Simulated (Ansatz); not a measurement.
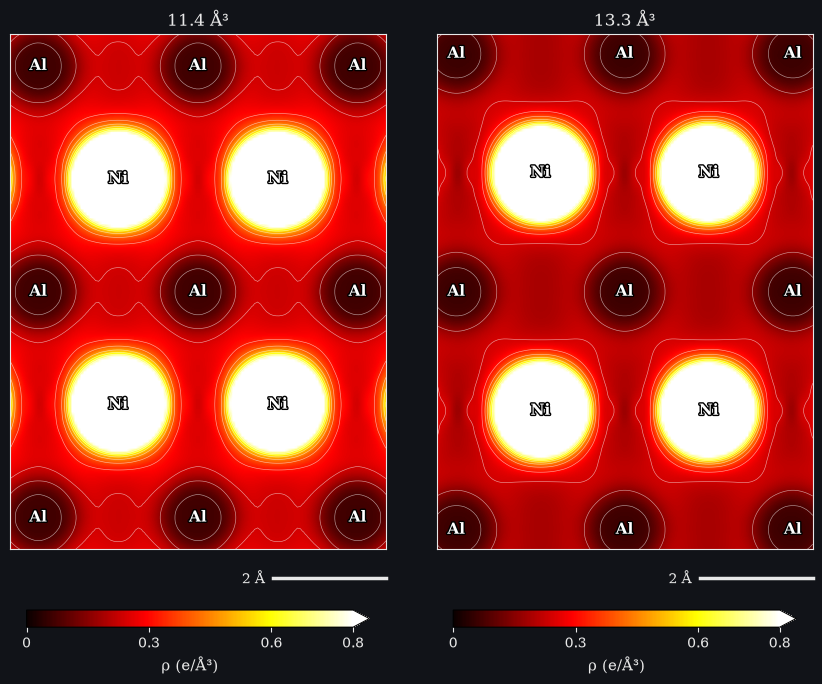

AlNi. The valence charge density (pseudo) of cells scaled evenly to different volumes (given per atom above each panel), on the (101) plane of each (indices in the axes of the cell below), at one length scale and on one colour scale.

Computed without spin polarisation.

Theory: Ansatz 0.2.0, DFT PBE, scalar-relativistic, plane waves, PAW.

The largest cell:

```yaml
crystal:
  lattice:
    - [2.98647, 0.00000, 0.00000]
    - [0.00000, 2.98647, 0.00000]
    - [0.00000, 0.00000, 2.98647]
  atoms:
    - { symbol: Al, position: [0.00000, 0.00000, 0.00000] }
    - { symbol: Ni, position: [0.50000, 0.50000, 0.50000] }
```

| volume (Å³/atom) | Al–Ni contact in the plane (Å) | ρ at its midpoint (e/Å³) | pressure (GPa) | 
| --- | --- | --- | --- |
| 11.38 | 2.454 | 0.319 | 11.3 | 
| 12.11 | 2.505 | ? | ? | 
| 13.32 | 2.586 | 0.260 | −12.3 | 

> Estimate the missing row, and compare with the calculation.

Over the known rows ln ρ falls by 1.55 per Å of Al–Ni distance (the line through the two), which gives 0.295 e/Å³ at 2.505 Å; the calculation gives 0.294 e/Å³. For the pressure, a straight line in volume between the neighbouring rows gives 2.4 GPa; the calculation gives 0.0, lower because pressure rises ever faster on compression.
